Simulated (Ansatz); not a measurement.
# Cobalt, hcp under m-r²SCAN: from relaxation to bulk modulus

Aim: take cobalt in the hcp structure, relax it, solve it on a dense k-mesh, then scale the cell to 7 volumes from 88 to 112 % of the relaxed one and try a fit of the equation of state. The start is ferromagnetic. The k-meshes are 14×14×8 for the relaxation; 24×24×13 for the dense run; 24×24×13 for the volumes. It starts from a deposited cell (COD).

Program: Ansatz 0.2.0. Level of theory: DFT m-r2SCAN, plane waves (500 eV) with PAW, scalar-relativistic; the PAW data stem from PBE, with regenerated cores; m-r²SCAN is r²SCAN on the gauge-invariant kinetic-energy density. These are calculated values, not measurements.

### 1 The starting structure

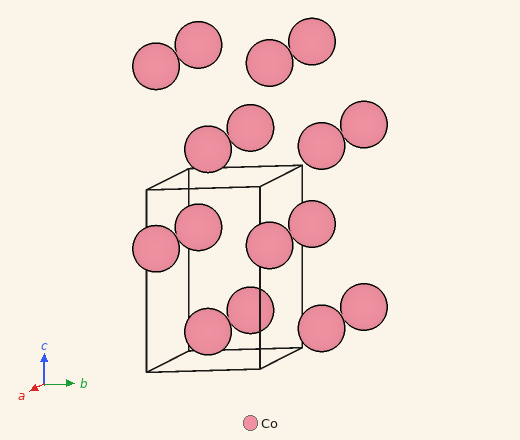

The structure, seen slightly off an axis (cobalt pink). 2×2×2 cells are drawn. Any atoms on the faces are drawn again on the opposite ones.

Coordinates:

```
CELL_PARAMETERS angstrom
2.50710 0.00000 0.00000
-1.25355 2.17121 0.00000
0.00000 0.00000 4.06860
ATOMIC_POSITIONS crystal
Co 0.33333 0.66667 0.25000
Co 0.66667 0.33333 0.75000
```

Starting moments (μB): +1.7 ×2.

### 2 Relaxation of the cell

File input.yaml:

```yaml
crystal:
  lattice:
    - [2.5070990085, 0.0, 0.0]
    - [-1.2535495042, 2.1712114311, 0.0]
    - [0.0, 0.0, 4.0686]
  atoms:
    - { symbol: Co, position: [0.3333333333, 0.6666666667, 0.25], spin: 1.7 }
    - { symbol: Co, position: [0.6666666667, 0.3333333333, 0.75], spin: 1.7 }
hamiltonian:
  xc: mr2scan
  pseudopotentials:
    kind: paw
    azcp:
      Co: "pseudopotentials/Co.paw.azcp"
basis:
  ecutwfc: 500
  fft_grid_basis: typed
kpoints:
  mp_grid: { grid: [14, 14, 8], shift: [0, 0, 0] }
magnetization:
  spin_polarized: true
scf:
  occupations: { method: fermi_dirac, width: 0.05 }
relax:
  max_steps: 60
  f_tol: 0.01
  cell: {}
```

Standard output:

```text
Engine: ansatz 0.2.0, x86_64-unknown-linux-gnu
Pseudopotentials: kind: paw
Pseudopotential: Co, paw, valence charge 17, recommended cutoff 500 eV (meta_gga), <dir>
Functional definition: m-r2SCAN
  exchange = m_r2scan_x
  correlation = m_r2scan_c
Crystal: 2 atoms, lattice volume = 22.147 Å³
Basis set: ecut = 500 eV, 573 PW (Γ), exchange–correlation on 80×80×120 points (64 copies of the dense FFT grid, shifted against one another)
Bands: 23, of which v1, the nominal top of the filled ones, is band 17 counted from 1 (16 counted from 0)
Symmetry: 24 space group operations
Space group: P63/mmc (ITA 194), of the structure as read, at distance tolerance 2.8e-5 Å
Magnetic group: BNS 194.263 (UNI 1493), of the structure as read, at distance tolerance 2.8e-5 Å
k-points: 120 of 1568
Non-local potential: Co, projectors of the file, l = 0: 3, l = 1: 2, l = 2: 3, l = 3: 1
PAW form: soft (Blöchl's): semilocal exchange-correlation on the pseudo side does not see the compensation charge
PAW frozen core: Co, regenerated for the run's functional (the file was generated under x = pbe(κ = 0.804, μ = 0.2195149727645171), c = pbe(β = 0.06672455060314922))
PAW one-centre angular grid: Co, 590 points (default); XC on 160 Gauss nodes
Initial density: superposition of atomic densities (chi_scale 0.1, normalization cell)
Starting moments: Σ|m| = 3.4 μB on 2 of 2 sites
Initial wavefunctions: pseudopotential atomic-orbital guess
Functional: x = mr2scan, c = mr2scan; τ floored in thin density (d = 2e-4 eV/Å³)
SCF iter   1: F=—  HF=-10261.369471 eV  |F-HF|=—  |Δ(HF+E_count)|=         —  Δρ=8.76e-2 (↑2.90e-2 ↓8.76e-2)  dr2=1.77e0  dr2_τ=1.65e-2  dr2_m=1.80e-1  M=3.299 μB ∫|m|=3.367 μB  β_m=1.00  ethr=3.10e-3  ⟨swp⟩=5.5  Hψ=21058  notcnv=0
Mixer restart at iter 1: flushing history
preconditioner: auto → none  [metal: Δε(μ)=0.013 eV  Ē_g=9.306 eV  σ=0.050 eV  W_gap=0.07  n_scr=8 (ndim 8)  ℏωp=33.5 eV  f_vac=0.000  D(μ)=1.98/eV (n_scr^D=22)  sad-step TF]
SCF iter   2: F=—  HF=-10260.932339 eV  |F-HF|=—  |Δ(HF+E_count)|=   4.37e-1  Δρ=2.27e-2 (↑8.87e-3 ↓2.27e-2)  dr2=8.53e-2  dr2_τ=1.52e-2  dr2_m=3.61e-2  M=3.303 μB ∫|m|=3.513 μB  β_m=1.00  ethr=3.10e-3  ⟨swp⟩=2.4  Hψ=10545  notcnv=0  defer=98  κ⁻¹=1.0e0(r=1)
SCF iter   3: F=—  HF=-10261.526090 eV  |F-HF|=—  |Δ(HF+E_count)|=         —  Δρ=1.63e-2 (↑1.63e-2 ↓7.01e-3)  dr2=1.26e-2  dr2_τ=5.95e-4  dr2_m=2.20e-2  M=3.394 μB ∫|m|=3.690 μB  β_m=1.00  ethr=2.51e-4  ⟨swp⟩=2.3  Hψ=8469  notcnv=0  defer=98
Mixer restart at iter 3: flushing history
SCF iter   4: F=—  HF=-10261.823042 eV  |F-HF|=—  |Δ(HF+E_count)|=   2.97e-1  Δρ=7.52e-3 (↑5.56e-3 ↓7.52e-3)  dr2=1.45e-2  dr2_τ=3.71e-4  dr2_m=3.21e-4  M=3.365 μB ∫|m|=3.676 μB  β_m=1.00  ethr=3.71e-5  ⟨swp⟩=2.5  Hψ=10012  notcnv=0  defer=97  κ⁻¹=1.0e0(r=1)
SCF iter   5: F=—  HF=-10261.995704 eV  |F-HF|=—  |Δ(HF+E_count)|=   1.73e-1  Δρ=7.95e-3 (↑3.02e-3 ↓7.95e-3)  dr2=1.17e-2  dr2_τ=3.25e-4  dr2_m=1.59e-3  M=3.329 μB ∫|m|=3.645 μB  β_m=1.00  ethr=3.71e-5  ⟨swp⟩=2.0  Hψ=10161  notcnv=0  defer=93  κ⁻¹=1.3e-2(r=2)
SCF iter   6: F=—  HF=-10262.290279 eV  |F-HF|=—  |Δ(HF+E_count)|=   2.95e-1  Δρ=3.20e-3 (↑2.45e-3 ↓3.20e-3)  dr2=5.58e-3  dr2_τ=2.62e-5  dr2_m=6.01e-5  M=3.198 μB ∫|m|=3.530 μB  β_m=1.00  ethr=3.44e-5  ⟨swp⟩=2.7  Hψ=11461  notcnv=0  defer=93  κ⁻¹=1.8e-3(r=3)
SCF iter   7: F=—  HF=-10262.295193 eV  |F-HF|=—  |Δ(HF+E_count)|=   4.91e-3  Δρ=2.94e-3 (↑2.36e-3 ↓2.94e-3)  dr2=5.00e-3  dr2_τ=2.54e-5  dr2_m=4.11e-5  M=3.193 μB ∫|m|=3.525 μB  β_m=1.00  ethr=1.64e-5  ⟨swp⟩=1.1  Hψ=6545  notcnv=0  defer=81  κ⁻¹=2.1e-4(r=4)
SCF iter   8: F=—  HF=-10262.315811 eV  |F-HF|=—  |Δ(HF+E_count)|=   2.06e-2  Δρ=3.93e-4 (↑2.93e-4 ↓3.93e-4)  dr2=2.46e-5  dr2_τ=1.17e-6  dr2_m=4.89e-6  M=3.159 μB ∫|m|=3.499 μB  β_m=1.00  ethr=1.47e-5  ⟨swp⟩=2.0  Hψ=10012  notcnv=0  defer=81  κ⁻¹=2.8e-6(r=5)
SCF iter   9: F=—  HF=-10262.315311 eV  |F-HF|=—  |Δ(HF+E_count)|=   4.99e-4  Δρ=5.12e-4 (↑1.06e-4 ↓5.12e-4)  dr2=4.14e-5  dr2_τ=2.93e-7  dr2_m=1.44e-5  M=3.162 μB ∫|m|=3.501 μB  β_m=1.00  ethr=7.22e-8  ⟨swp⟩=2.0  Hψ=9899  notcnv=0  defer=81  κ⁻¹=2.7e-6(r=6)
SCF iter  10: F=—  HF=-10262.316226 eV  |F-HF|=—  |Δ(HF+E_count)|=   9.14e-4  Δρ=8.21e-5 (↑6.72e-5 ↓8.21e-5)  dr2=1.64e-6  dr2_τ=4.14e-8  dr2_m=9.07e-8  M=3.156 μB ∫|m|=3.495 μB  β_m=1.00  ethr=7.22e-8  ⟨swp⟩=2.0  Hψ=9735  notcnv=0  defer=81  κ⁻¹=2.1e-6(r=7)
SCF iter  11: F=—  HF=-10262.316249 eV  |F-HF|=—  |Δ(HF+E_count)|=   2.36e-5  Δρ=5.34e-5 (↑5.34e-5 ↓4.13e-5)  dr2=2.06e-7  dr2_τ=1.61e-8  dr2_m=3.07e-7  M=3.156 μB ∫|m|=3.495 μB  β_m=1.00  ethr=4.83e-9  ⟨swp⟩=1.8  Hψ=7771  notcnv=0  defer=81  κ⁻¹=1.2e-6(r=8)
SCF iter  12: F=—  HF=-10262.316300 eV  |F-HF|=—  |Δ(HF+E_count)|=   5.06e-5  Δρ=1.59e-5 (↑1.54e-5 ↓1.59e-5)  dr2=4.47e-8  dr2_τ=1.14e-9  dr2_m=1.94e-8  M=3.154 μB ∫|m|=3.493 μB  β_m=1.00  ethr=6.06e-10  ⟨swp⟩=3.0  Hψ=11472  notcnv=0  defer=81  κ⁻¹=2.2e-6(r=8)
SCF iter  13: F=—  HF=-10262.316306 eV  |F-HF|=—  |Δ(HF+E_count)|=   6.49e-6  Δρ=1.10e-5 (↑6.69e-6 ↓1.10e-5)  dr2=1.12e-8  dr2_τ=6.99e-10  dr2_m=9.75e-9  M=3.153 μB ∫|m|=3.492 μB  β_m=1.00  ethr=1.32e-10  ⟨swp⟩=3.0  Hψ=11607  notcnv=0  defer=81  κ⁻¹=4.5e-7(r=8)
SCF iter  14: F=—  HF=-10262.316306 eV  |F-HF|=—  |Δ(HF+E_count)|=   1.77e-7  Δρ=3.70e-6 (↑2.93e-6 ↓3.70e-6)  dr2=2.11e-9  dr2_τ=2.55e-10  dr2_m=6.15e-11  M=3.153 μB ∫|m|=3.492 μB  β_m=1.00  ethr=3.29e-11  ⟨swp⟩=2.1  Hψ=9253  notcnv=0  defer=81  κ⁻¹=5.1e-8(r=8)
SCF iter  15: F=-10262.316306 eV  HF=-10262.316306 eV  |F-HF|=6.74e-9  |Δ(HF+E_count)|=   2.19e-7  Δρ=5.34e-6 (↑2.34e-6 ↓5.34e-6)  dr2=8.01e-9  dr2_τ=2.42e-11  dr2_m=6.42e-10  M=3.153 μB ∫|m|=3.492 μB  ethr=6.20e-12  ⟨swp⟩=1.8  Hψ=18254  notcnv=0
SCF 1 converged in 15 iterations: F = -10262.316306 eV  dr2 = 8.01e-9
relax step   1: F+E_penalty+E_count = -10262.31630626 eV  Δ(F+E_penalty+E_count) = +0.000e0 eV  max|allowed force component| = 5.782e-17 eV/Å  Δτ_max = 0.0000 Å  P = -13.265 GPa  Ω = 22.147 Å³  (15 SCF iters, dr2 threshold 1.00e-7 eV, accepted)
[... from here on, the SCF cycles and remarks between the steps are left out ...]
relax step   2: F+E_penalty+E_count = -10262.36569312 eV  Δ(F+E_penalty+E_count) = -4.939e-2 eV  max|allowed force component| = 3.007e-17 eV/Å  Δτ_max = 0.0000 Å  P = -6.397 GPa  Ω = 21.368 Å³  energy of the carried Pulay correction = +5.980e-4 eV  (12 SCF iters, dr2 threshold 2.00e-7 eV, accepted)
relax step   3: F+E_penalty+E_count = -10262.37777452 eV  Δ(F+E_penalty+E_count) = -1.208e-2 eV  max|allowed force component| = 2.776e-17 eV/Å  Δτ_max = 0.0000 Å  P = +1.255 GPa  Ω = 20.689 Å³  energy of the carried Pulay correction = +1.136e-3 eV  (12 SCF iters, dr2 threshold 2.00e-7 eV, accepted)
relax step   4: F+E_penalty+E_count = -10262.37808387 eV  Δ(F+E_penalty+E_count) = -3.093e-4 eV  max|allowed force component| = 2.776e-17 eV/Å  Δτ_max = 0.0000 Å  P = -0.078 GPa  Ω = 20.798 Å³  energy of the carried Pulay correction = +1.049e-3 eV  (10 SCF iters, dr2 threshold 2.00e-7 eV, accepted)
relax step   5: F+E_penalty+E_count = -10262.37809057 eV  Δ(F+E_penalty+E_count) = -6.702e-6 eV  max|allowed force component| = 1.388e-17 eV/Å  Δτ_max = 0.0000 Å  P = +0.001 GPa  Ω = 20.791 Å³  energy of the carried Pulay correction = +1.054e-3 eV  (8 SCF iters, dr2 threshold 2.14e-8 eV, accepted)
relax step   6: F+E_penalty+E_count = -10262.37727554 eV  Δ(F+E_penalty+E_count) = +8.150e-4 eV  max|allowed force component| = 1.156e-17 eV/Å  Δτ_max = 0.0000 Å  P = -0.055 GPa  Ω = 20.791 Å³  stress off target by 5.76e-2 GPa  SCF on the basis re-selected at this cell (its energy is not comparable with the rows above)  (11 SCF iters)
relax step   7: F+E_penalty+E_count = -10262.37727988 eV  Δ(F+E_penalty+E_count) = -4.340e-6 eV  max|allowed force component| = 5.089e-17 eV/Å  Δτ_max = 0.0000 Å  P = +0.006 GPa  Ω = 20.786 Å³  energy of the carried Pulay correction = +4.039e-6 eV  (8 SCF iters, dr2 threshold 8.28e-9 eV, accepted)
relax step   8: F+E_penalty+E_count = -10262.37727224 eV  Δ(F+E_penalty+E_count) = +7.636e-6 eV  max|allowed force component| = 4.626e-17 eV/Å  Δτ_max = 0.0000 Å  P = +0.005 GPa  Ω = 20.786 Å³  stress off target by 3.61e-2 GPa  SCF on the basis re-selected at this cell (its energy is not comparable with the rows above)  (10 SCF iters)
basis re-selected at this cell: Δ(F+E_penalty+E_count) = +7.636e-6 eV, ΔP = -0.001 GPa vs the last step (what re-selecting the basis moved, of the pressure what is left beyond the Pulay correction that the steps carried, after the strain that the cell walked since its last selection, with what the two solves' SCF thresholds leave and, on support functions, any second-order correction that the steps lacked; it is no measure of the basis error at this ecutwfc). This SCF's stress stands 3.61e-2 GPa from its target on what of the cell is left free (relax.cell.stress_tol is 5.00e-2 GPa) and its largest allowed force component is 4.63e-17 eV/Å (relax.f_tol is 1.00e-2 eV/Å): within both
SCF converged after 10 iterations
Stability not checked: this state was not tested for a lower state beside it, because the mixer in use, unlike msr1, does not test its closes by its own steps (another_mixer; see scf.mixing.algorithm and scf.lower_state_search)
Magnetization: 3.0503 μB (18.5252 up, 15.4748 down)
Absolute magnetization: 3.3564 μB (∫|ρ↑−ρ↓|, with the PAW one-centre terms)
Spin contamination: 0.0493 ħ² per cell (⟨S²⟩ above its minimum at these occupations)
Per-site moments (μB) at R_I (Å): [(1.5955908862170136, 1.0070544314964984), (1.5955908862170138, 1.0070544314964984)]
Free energy (F): -10262.377272 eV
Harris-Foulkes:  -10262.377272 eV  (|F-HF|=5.46e-12)
Internal energy: -10262.365274 eV  (E = F + TS)
E sigma→0 (E₀):  -10262.371273 eV
Entropy (-TS):   -0.011998 eV (-5.999 meV/atom)
Fermi energy:    19.430860 eV
--- Per-component energies (eV) ---
  E_band       = -503.172704
  E_kinetic    = 911.500270
  E_local      = -5550.873950  (includes V_loc(G=0)·N_el)
  E_nonlocal   = 913.977214
  E_hartree    = 2335.681788
  E_xc         = -315.885451
  E_vxc        = -460.574199  (∫ρ·V_xc dr)
  E_paw        = -3048.754560  (= ΣΔE_a)
  E_vpaw       = -1017.872990  (= ΣTr[D̂ρ^β])
  E_aug_tail   = 0.000071  (compensation charges beyond the density's cutoff)
  E_vtau       = 29.307540  (kinetic-family band-sum trace: ∫τ·v_τ [+ j·A + Jᵃ·Aᵃ] dr)
  E_ewald      = -5507.420243
  E_core_change = -0.590412  (= ΣΔE_core)
  E_smearing   = -0.011998  (= −TS)
  E_closure    = -0.000000  (closes the sum)
  Σ components = -10262.377272   (vs F -10262.377272, Δ=0.00e0)
--- Forces (eV/Å), atoms counted from 1 ---
  atom   1  Co     0.00000000     0.00000000    -0.00000000
  atom   2  Co    -0.00000000    -0.00000000     0.00000000
  max |Σ_I F_I| component: 0.00e0 eV/Å
--- Stress (GPa, compression-positive) ---
        0.025886      -0.000000      -0.000000
       -0.000000       0.025886       0.000000
       -0.000000       0.000000      -0.036071
  P = ⅓ Tr σ = 0.0052 GPa (0.052 kbar)
--- Relaxed structure (6 steps of the walk, 6 accepted, 2 SCFs on fresh bases) ---
  F+E_penalty+E_count = -10262.37727224 eV   max|allowed force component| = 4.626e-17 eV/Å   (the final SCF, on the basis selected at the relaxed cell)
  cell:  # Å, volume = 20.7863 Å³
    - [2.4578510152851143, -2.8300427580776022e-11, -8.023783824618049e-34]
    - [-1.228925507618048, 2.128561417968434, 5.50092061792403e-34]
    - [-1.3021251557501032e-33, 2.7902681908930785e-34, 3.9731517437461896]
  atoms:
    - { symbol: Co, position: [0.33333333333333326, 0.6666666666666666, 0.25] }
    - { symbol: Co, position: [0.6666666666666666, 0.33333333333333337, 0.75] }
```

Wall time 3.3 min (1 thread of an x86-64 CPU, shared host); peak memory 0.61 GiB.

Relaxation path:

| step | energy change (meV/atom) | largest force (eV/Å) | pressure (GPa) | volume (Å³/atom) |
| --- | --- | --- | --- | --- |
| 1 | 0.00 | 0.0000 | -13.26 | 11.074 |
| 2 | -24.69 | 0.0000 | -6.40 | 10.684 |
| 3 | -30.73 | 0.0000 | 1.26 | 10.345 |
| 4 | -30.89 | 0.0000 | -0.08 | 10.399 |
| 5 | -30.89 | 0.0000 | 0.00 | 10.396 |
| 6 | -30.48 | 0.0000 | -0.06 | 10.396 |
| 7 | -30.49 | 0.0000 | 0.01 | 10.393 |
| 8 | -30.48 | 0.0000 | 0.01 | 10.393 |

Steps that repeat a cell are solved on a basis chosen anew, so their changes of energy are no gain of the relaxation.

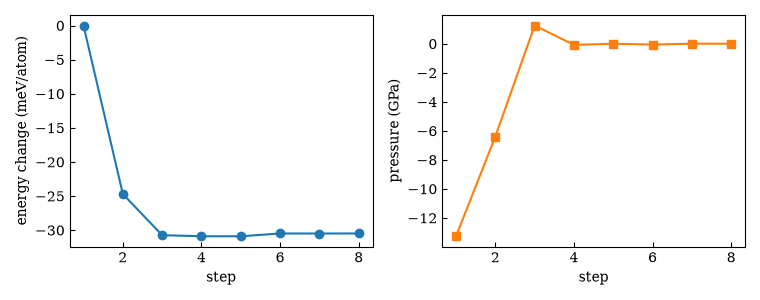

Energy and pressure over the accepted steps.

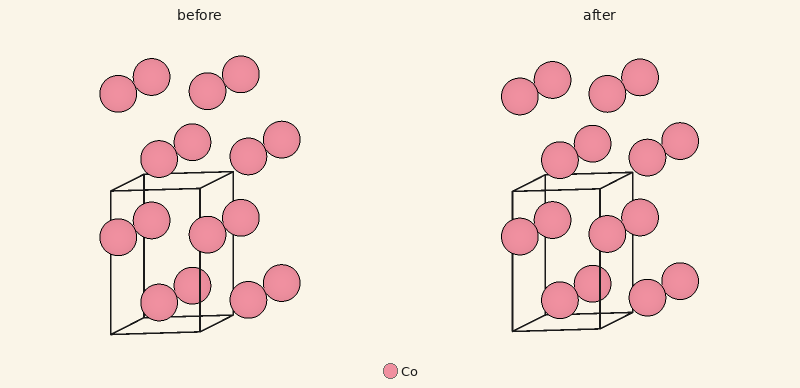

Start and end of the relaxation side by side. The cells drawn are those of the first picture.

The cell of the run, before and after:

|  | before | after | change |
| --- | --- | --- | --- |
| a (Å) | 2.507 | 2.458 | -2.0 % |
| b (Å) | 2.507 | 2.458 | -2.0 % |
| c (Å) | 4.069 | 3.973 | -2.3 % |
| volume (Å³/atom) | 11.074 | 10.393 | -6.1 % |
| shortest distance (Å) | 2.497 | 2.441 | -2.2 % |
| space group (spins left aside) | P6_3/mmc | P6_3/mmc | same |

### 3 Dense single point

File input.yaml:

```yaml
crystal:
  lattice:
    - [2.4578510153, 0.0, 0.0]
    - [-1.2289255076, 2.128561418, 0.0]
    - [0.0, 0.0, 3.9731517437]
  atoms:
    - { symbol: Co, position: [0.3333333333, 0.6666666667, 0.25], spin: 1.596 }
    - { symbol: Co, position: [0.6666666667, 0.3333333333, 0.75], spin: 1.596 }
hamiltonian:
  xc: mr2scan
  pseudopotentials:
    kind: paw
    azcp:
      Co: "pseudopotentials/Co.paw.azcp"
basis:
  ecutwfc: 500
  fft_grid_basis: typed
kpoints:
  mp_grid: { grid: [24, 24, 13], shift: [0, 0, 0] }
magnetization:
  spin_polarized: true
scf:
  occupations: { method: fermi_dirac, width: 0.05 }
```

Standard output, shortened:

```text
[...]
Pseudopotentials: kind: paw
Pseudopotential: Co, paw, valence charge 17, recommended cutoff 500 eV (meta_gga), <dir>
Functional definition: m-r2SCAN
[...]
Crystal: 2 atoms, lattice volume = 20.786 Å³
Basis set: ecut = 500 eV, 537 PW (Γ), exchange–correlation on 72×72×120 points (64 copies of the dense FFT grid, shifted against one another)
Bands: 23, of which v1, the nominal top of the filled ones, is band 17 counted from 1 (16 counted from 0)
Symmetry: 24 space group operations
Space group: P63/mmc (ITA 194), of the structure as read, at distance tolerance 2.7e-5 Å
Magnetic group: BNS 194.263 (UNI 1493), of the structure as read, at distance tolerance 2.7e-5 Å
k-points: 427 of 7488
[...]
Starting moments: Σ|m| = 3.192 μB on 2 of 2 sites
[...]
SCF iter   1: F=—  HF=-10261.318831 eV  |F-HF|=—  |Δ(HF+E_count)|=         —  Δρ=9.55e-2 (↑3.85e-2 ↓9.55e-2)  dr2=2.18e0  dr2_τ=1.74e-2  dr2_m=1.60e-1  M=3.088 μB ∫|m|=3.143 μB  β_m=1.00  ethr=3.10e-3  ⟨swp⟩=5.5  Hψ=74679  notcnv=0
[...]
SCF iter  14: F=-10262.377065 eV  HF=-10262.377065 eV  |F-HF|=1.22e-8  |Δ(HF+E_count)|=   8.30e-9  Δρ=6.31e-6 (↑3.52e-6 ↓6.31e-6)  dr2=1.25e-8  dr2_τ=2.09e-11  dr2_m=4.63e-10  M=3.109 μB ∫|m|=3.401 μB  ethr=3.88e-12  ⟨swp⟩=1.3  Hψ=59563  notcnv=0
[...]
this state was not tested for a lower state beside it, because the mixer in use, unlike msr1, does not test its closes by its own steps (another_mixer; see scf.mixing.algorithm and scf.lower_state_search)
SCF converged after 14 iterations
Magnetization: 3.1089 μB (18.5545 up, 15.4455 down)
Absolute magnetization: 3.4026 μB (∫|ρ↑−ρ↓|, with the PAW one-centre terms)
Spin contamination: 0.0480 ħ² per cell (⟨S²⟩ above its minimum at these occupations)
Per-site moments (μB) at R_I (Å): [(1.622308799829145, 1.0070544314934302), (1.622308799829145, 1.0070544314934302)]
Free energy (F): -10262.377065 eV
[...]
E sigma→0 (E₀):  -10262.370301 eV
Entropy (-TS):   -0.013527 eV (-6.763 meV/atom)
Fermi energy:    19.419281 eV
[...]
```

It took 97 s on 1 thread of an x86-64 CPU, shared host; peak memory 0.8 GiB.

### 4 At 88 % of the relaxed volume

File input.yaml:

```yaml
crystal:
  lattice:
    - [2.3553192321, 0.0, 0.0]
    - [-1.177659616, 2.039766289, 0.0]
    - [0.0, 0.0, 3.807407632]
  atoms:
    - { symbol: Co, position: [0.3333333333, 0.6666666667, 0.25], spin: 1.622 }
    - { symbol: Co, position: [0.6666666667, 0.3333333333, 0.75], spin: 1.622 }
hamiltonian:
  xc: mr2scan
  pseudopotentials:
    kind: paw
    azcp:
      Co: "pseudopotentials/Co.paw.azcp"
basis:
  ecutwfc: 500
  fft_grid_basis: typed
kpoints:
  mp_grid: { grid: [24, 24, 13], shift: [0, 0, 0] }
magnetization:
  spin_polarized: true
scf:
  occupations: { method: fermi_dirac, width: 0.05 }
output:
  stress: true
```

Standard output, shortened:

```text
[...]
Pseudopotentials: kind: paw
Pseudopotential: Co, paw, valence charge 17, recommended cutoff 500 eV (meta_gga), <dir>
Functional definition: m-r2SCAN
[...]
Crystal: 2 atoms, lattice volume = 18.292 Å³
Basis set: ecut = 500 eV, 463 PW (Γ), exchange–correlation on 72×72×120 points (64 copies of the dense FFT grid, shifted against one another)
Bands: 23, of which v1, the nominal top of the filled ones, is band 17 counted from 1 (16 counted from 0)
Symmetry: 24 space group operations
Space group: P63/mmc (ITA 194), of the structure as read, at distance tolerance 2.6e-5 Å
Magnetic group: BNS 194.263 (UNI 1493), of the structure as read, at distance tolerance 2.6e-5 Å
k-points: 427 of 7488
[...]
Starting moments: Σ|m| = 3.244 μB on 2 of 2 sites
[...]
this state was not tested for a lower state beside it, because the mixer in use, unlike msr1, does not test its closes by its own steps (another_mixer; see scf.mixing.algorithm and scf.lower_state_search)
SCF converged after 15 iterations
Magnetization: 2.8886 μB (18.4443 up, 15.5557 down)
Absolute magnetization: 3.1059 μB (∫|ρ↑−ρ↓|, with the PAW one-centre terms)
Spin contamination: 0.0322 ħ² per cell (⟨S²⟩ above its minimum at these occupations)
Per-site moments (μB) at R_I (Å): [(1.4946786702766557, 0.9650441200422224), (1.4946786702766557, 0.9650441200422224)]
Free energy (F): -10262.076621 eV
[...]
E sigma→0 (E₀):  -10262.068970 eV
Entropy (-TS):   -0.015302 eV (-7.651 meV/atom)
Fermi energy:    22.580973 eV
[...]
--- Stress (GPa, compression-positive) ---
       43.150156       0.000000       0.000000
        0.000000      43.150156       0.000000
        0.000000       0.000000      41.812995
  P = ⅓ Tr σ = 42.7044 GPa (427.044 kbar)
```

Run time: 97 s. Hardware: 1 thread of an x86-64 CPU, shared host; peak memory 0.78 GiB.

[end of part 1 of 2]
